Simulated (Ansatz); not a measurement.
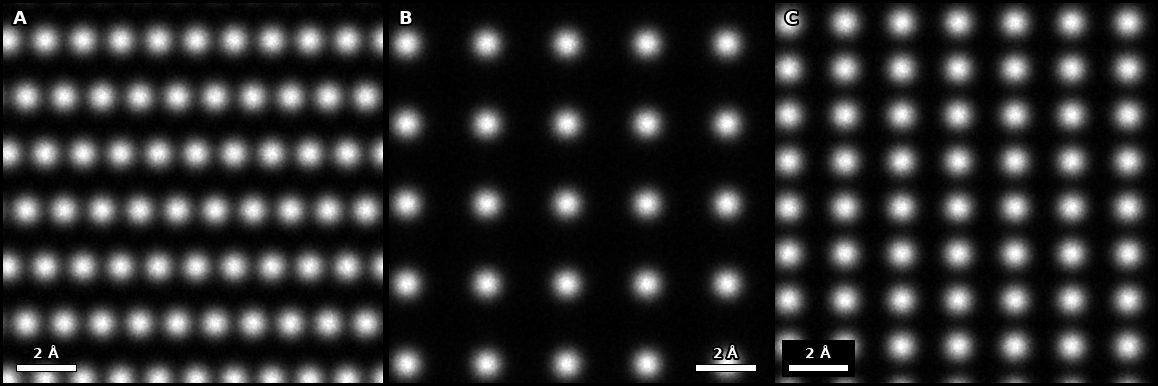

Three views of Al (Pm-3m, No. 221) along different zone axes. The image is simulated as a sum over atoms of Z^1.7, blurred by a 0.72 Å probe (no channelling). The probe carries 15 % of its weight in a tail 2.5 times as wide. Shot noise was added. Structure: the input geometry of an electronic-structure calculation (not necessarily at equilibrium); the starting structure was generated, so it need not be a known form of this composition.

```
Al
1.0
     2.73932    0.00000    0.00000
     0.00000    2.73932    0.00000
     0.00000    0.00000    2.73932
Al
1
Direct
  0.00000 0.00000 0.00000
```

Question: Match the panels to the zone axes [001], [211] and [221].

Answer: A is [221]: projected cell 1.29 × 2.04 Å, 108°, plane group c2mm. B is [001]: projected cell 2.74 × 2.74 Å, 90°, plane group p4mm. C is [211]: projected cell 1.58 × 1.94 Å, 90°, plane group p2mm.
